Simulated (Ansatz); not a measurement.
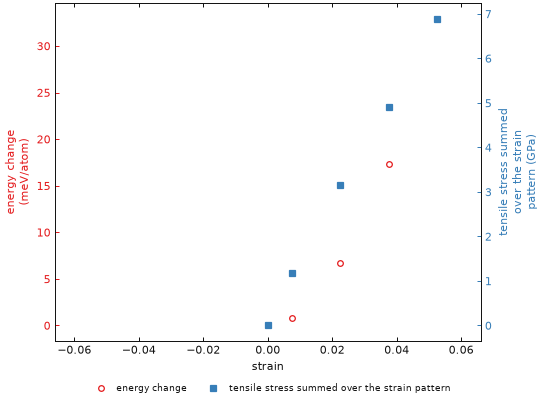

The plot gives the computed energy change and tensile stress summed over the strain pattern against strain for Sn, space group I4/mmm (No. 139).

The given structure:
```xyz
1
Lattice="-1.5908 1.5908 2.9156 1.5908 -1.5908 2.9156 1.5908 1.5908 -2.9156" Properties=species:S:1:pos:R:3 pbc="T T T"
Sn    0.0000    0.0000    0.0000
```

Computed with Ansatz 0.2.0: homogeneous strain of a crystal along one Voigt pattern with engineering shear, fractional coordinates fixed, by plane-wave density functional theory with PAW datasets, free energies less that of the undisturbed cell; scalar-relativistic. Level: PBEsol, no spin polarisation.

- wave cutoff: 420 eV
- k mesh: 20×20×20
- occupations: Gaussian
- smearing width: 0.15 eV
- k shift: (0, 0, 0) (mesh steps)
- start: as given
- strain pattern: (1, -1, 0, 0, 0, 0) (xx yy zz yz xz xy with engineering shear)

The points at strain −0.045, −0.015, 0.03 and 0.06 follow from computed ones by symmetry.

The points at strain −0.0600, −0.0450, −0.0300, −0.0150, 0.0150, 0.0300, 0.0450 and 0.0600 are left out of the plot. What values does the calculation give there?

```json
{"strain": "-0.0600", "energy change (meV/atom)": "42.92", "tensile stress summed over the strain pattern (GPa)": "-8.0"}
{"strain": "-0.0450", "energy change (meV/atom)": "24.44", "tensile stress summed over the strain pattern (GPa)": "-5.9"}
{"strain": "-0.0300", "energy change (meV/atom)": "11.42", "tensile stress summed over the strain pattern (GPa)": "-4.0"}
{"strain": "-0.0150", "energy change (meV/atom)": "3.09", "tensile stress summed over the strain pattern (GPa)": "-2.3"}
{"strain": "0.0150", "energy change (meV/atom)": "3.09", "tensile stress summed over the strain pattern (GPa)": "2.3"}
{"strain": "0.0300", "energy change (meV/atom)": "11.42", "tensile stress summed over the strain pattern (GPa)": "4.0"}
{"strain": "0.0450", "energy change (meV/atom)": "24.44", "tensile stress summed over the strain pattern (GPa)": "5.9"}
{"strain": "0.0600", "energy change (meV/atom)": "42.92", "tensile stress summed over the strain pattern (GPa)": "8.0"}
```

Keep in mind: reference crystal is not relaxed.
